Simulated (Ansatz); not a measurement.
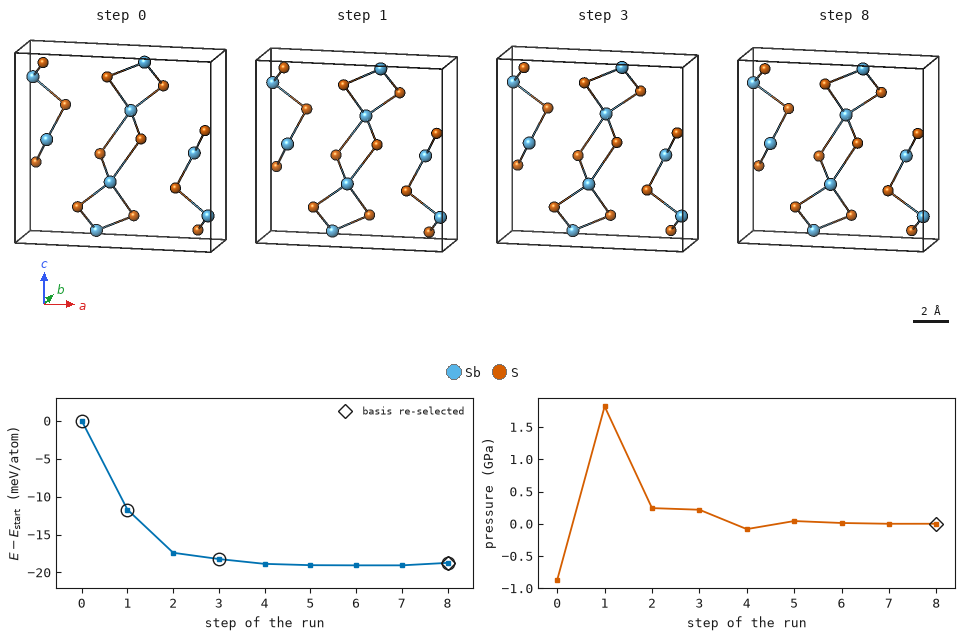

Frames of a relaxation of crystalline Sb2S3 (built on the database structure type), marked on the history of the run. Style: ball-and-stick. Shown: the cell of the calculation, from a free direction.

Computed with Ansatz, DFT, PBE-D3(BJ), plane waves, PAW.

The input:
```yaml
crystal:
  lattice:
    - [11.80011845, 0.0, 0.0]
    - [0.0, 3.84473291, 0.0]
    - [0.0, 0.0, 11.36714114]
  atoms:
    - { symbol: Sb, position: [0.8573504, 0.75, 0.46558362] }
    - { symbol: Sb, position: [0.1426496, 0.25, 0.53441638] }
    - { symbol: Sb, position: [0.6426496, 0.25, 0.96558362] }
    - { symbol: Sb, position: [0.3573504, 0.75, 0.03441638] }
    - { symbol: Sb, position: [0.9669436, 0.25, 0.17308267] }
    - { symbol: Sb, position: [0.0330564, 0.75, 0.82691733] }
    - { symbol: Sb, position: [0.5330564, 0.75, 0.67308267] }
    - { symbol: Sb, position: [0.4669436, 0.25, 0.32691733] }
    - { symbol: S, position: [0.87592716, 0.75, 0.06146949] }
    - { symbol: S, position: [0.12407284, 0.25, 0.93853051] }
    - { symbol: S, position: [0.62407284, 0.25, 0.56146949] }
    - { symbol: S, position: [0.37592716, 0.75, 0.43853051] }
    - { symbol: S, position: [0.04854145, 0.75, 0.37923204] }
    - { symbol: S, position: [0.95145855, 0.25, 0.62076796] }
    - { symbol: S, position: [0.45145855, 0.25, 0.87923204] }
    - { symbol: S, position: [0.54854145, 0.75, 0.12076796] }
    - { symbol: S, position: [0.30024927, 0.25, 0.18854761] }
    - { symbol: S, position: [0.69975073, 0.75, 0.81145239] }
    - { symbol: S, position: [0.19975073, 0.75, 0.68854761] }
    - { symbol: S, position: [0.80024927, 0.25, 0.31145239] }
kpoints:
  mp_grid: { grid: [2, 6, 2] }
hamiltonian:
  xc: pbe
  dispersion: d3bj
scf:
  occupations: { method: fermi_dirac, width: 0.02 }
relax:
  f_tol: 0.005
  cell: {}
```

What happens along the run?

Answer. Over 7 accepted moves (8 points after the start) the energy falls by 18.7 meV per atom. The largest force component goes from 0.25 to 0.0013 eV/Å. Pressure: −0.87 GPa at the start and 0.00 GPa at the end. The SCF was repeated once at an unchanged geometry on a basis and grid sized afresh for the cell, which shifted the energy by 0.3 meV per atom at most. The largest moves relative to the cell, 0.14 Å, are those of S17, S18, S19 and S20. S19 goes along [2 0 1]. By element the largest moves are S 0.14 Å, Sb 0.13 Å. The drawn cell changes as follows: a 11.800 → 11.177 Å (−5.3 %), b unchanged at 3.845 Å, c 11.367 → 10.934 Å (−3.8 %); the volume changes by −8.9 %. Near-neighbour distances that change, for instance: Sb5–S10 3.248 → 3.018 Å, Sb5–S13 3.180 → 3.016 Å, Sb5–S20 2.519 → 2.570 Å, Sb1–S13 2.460 → 2.502 Å. Among the angles between lasting bonds that change: S10–Sb6–S19 89.0° → 84.6°, Sb2–S19–Sb6 102.2° → 99.9°. The space group stays Pnma (No. 62). From step 0 to 1: S atoms move most (0.15 Å), volume −10.5 %, energy −11.7 meV per atom. From step 1 to 3: S atoms move most (0.10 Å), volume +2.5 %, energy −6.5 meV per atom. From step 3 to 8: Sb atoms move most (0.06 Å), volume −0.6 %, energy −0.5 meV per atom.
